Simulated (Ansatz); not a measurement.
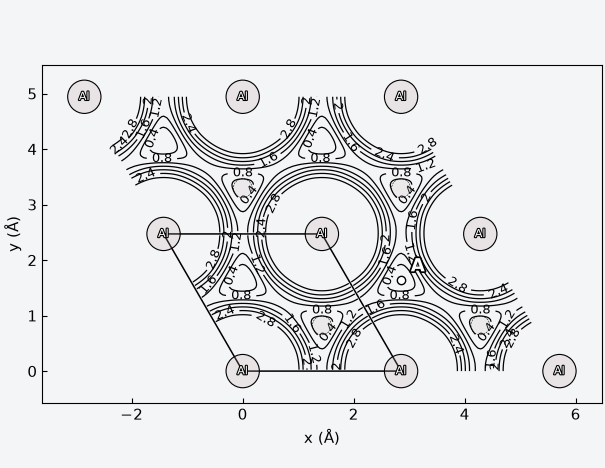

O on an Al(001) slab cut from the P6_3/mmc phase, its upper half relaxed before the scan (9 atoms of substrate and one adsorbate in a 1 × 1 cell). O is moved over the surface cell; relaxed at each place: the height of the adsorbate's atoms; substrate rigid; the origin of the map has the adsorbate above Al9. Places are given modulo a cell vector. The map is drawn in real space over the plane of the surface. Grid: 6 × 6 points; 10 points were computed and 26 follow by symmetry. Energies: eV, counted from the lowest grid point. With one adsorbate in each 1 × 1 cell, its nearest image is 2.9 Å away, so neighbouring adsorbates interact. These are results of DFT PBE, scalar-relativistic, plane waves, PAW (Ansatz 0.2.0), not measurements. Settings: cutoff 420 eV, k-mesh 9×9×1, gaussian smearing 0.1 eV, no spin polarisation.

In the figure: contour lines labelled in eV (none above 2.8), labelled circles for the atoms of the top layer and small ones for the second layer, the outline of one cell of the 2 × 2 shown, the point A. Between grid points the surface is interpolated.

> Find the lowest pass out of the well at A.

The easiest path leads from the well at a threefold hollow over a third-layer Al atom, (2/6, 4/6) of the cell vectors to the well at a threefold hollow over a second-layer Al atom, (4/6, 2/6) of the cell vectors, about 0.16 eV higher. Its highest point lies about 1.1 eV above the bottom of the first well on the interpolated surface, at a bridge site between two Al atoms, (0/6, 3/6) of the cell vectors. Seen from the upper well the barrier is about 0.92 eV. This is the barrier on the constrained surface; relaxing the other coordinates would change it.

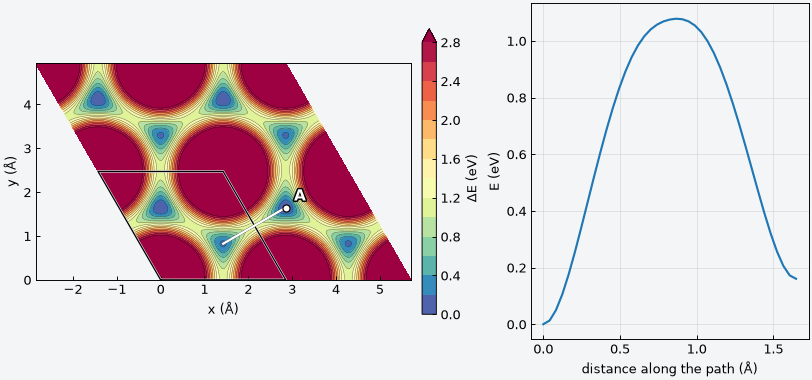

The picture shows filled contours, a line along the lowest path, the outline of one cell of the 2 × 2 shown, one colour for all values above the top of the scale, the energy along the path at the right. Between grid points the surface is interpolated.

PAW datasets: the set soft_1.
